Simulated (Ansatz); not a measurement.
System: ScAl3.

Input

```
crystal:
  lattice:
    - [0.0, -4.0712986162, 0.0]
    - [0.0, 0.0, -4.0712986162]
    - [12.7138958485, 0.0, 0.0]
  atoms:
    - { symbol: Sc, position: [0.0, 0.0, 0.2401522266] }
    - { symbol: Sc, position: [0.0, 0.0, 0.5603765438] }
    - { symbol: Sc, position: [0.0, 0.0, 0.8806008609] }
    - { symbol: Al, position: [1.0, 0.5, 0.0800400681] }
    - { symbol: Al, position: [1.0, 0.5, 0.4002643852] }
    - { symbol: Al, position: [1.0, 0.5, 0.7204887023] }
    - { symbol: Al, position: [0.5, 0.5, 0.2401522266] }
    - { symbol: Al, position: [0.5, 0.5, 0.5603765438] }
    - { symbol: Al, position: [0.5, 0.5, 0.8806008609] }
    - { symbol: Al, position: [0.5, 1.0, 0.0800400681] }
    - { symbol: Al, position: [0.5, 1.0, 0.4002643852] }
    - { symbol: Al, position: [0.5, 1.0, 0.7204887023] }
basis:
  ecutwfc: 420
kpoints:
  mp_grid: { grid: [12, 12, 4] }
hamiltonian:
  xc: pbesol
scf:
  occupations: { method: gaussian, width: 0.15 }
output:
  forces: true
  stress: true
  eigenvalues: true
  write_density: true
  write_potential: true
  elf: true
  volumetric_format: npy
```

Run with:

```sh
ansatz run input.yaml --threads 2 --pin off --max-ram 5120MiB --backend cpu --events-out ev --progress --plain --runs-dir out
```

Below, planes, directions and counts refer to the conventional cell (a = 4.07 Å, b = 4.07 Å, c = 12.71 Å, α = 90.00°, β = 90.00°, γ = 90.00°).

Space group P4mm; a structure from a database of computed crystals, not necessarily the ambient phase; not relaxed (largest force 1.3 eV/Å); computed pressure about −2 GPa in this cell.

Computed with Ansatz, DFT PBEsol, scalar-relativistic, plane waves, PAW.

Question: What will maps of the valence pseudo-density and electron localisation function show?

Answer: Sc–Al (2.88 Å): ρ at the midpoint is about 0.18 e/Å³; the ELF peaks at about 0.60 in the valence shell of Al, 1.0 Å from its nucleus, and is about 0.30 at the midpoint (no shared electron pair shows on this line).

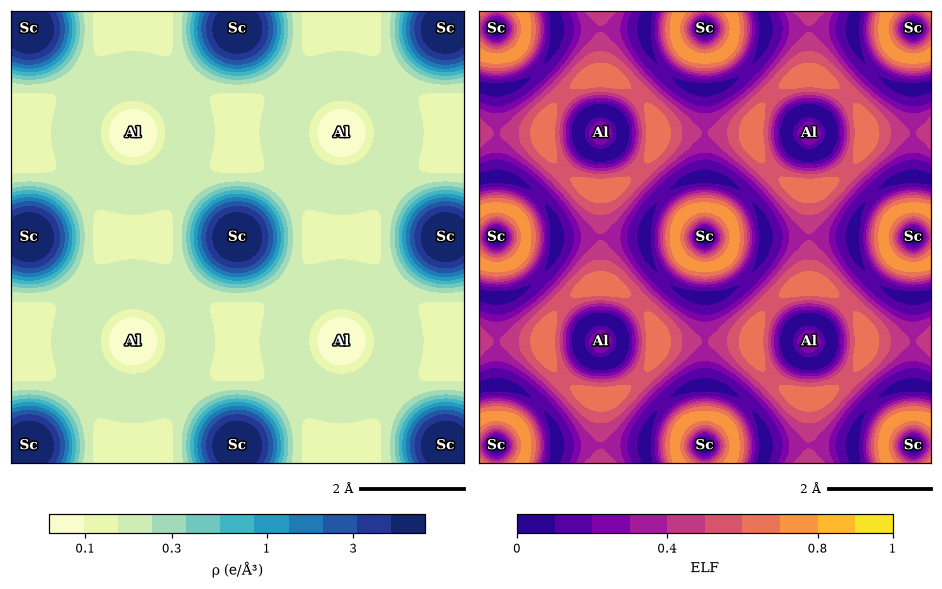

Computed valence pseudo-density and electron localisation function on the (001) plane of the conventional cell, in this order. 

In a PAW calculation such maps are meaningful between the atoms, not at the nuclei.
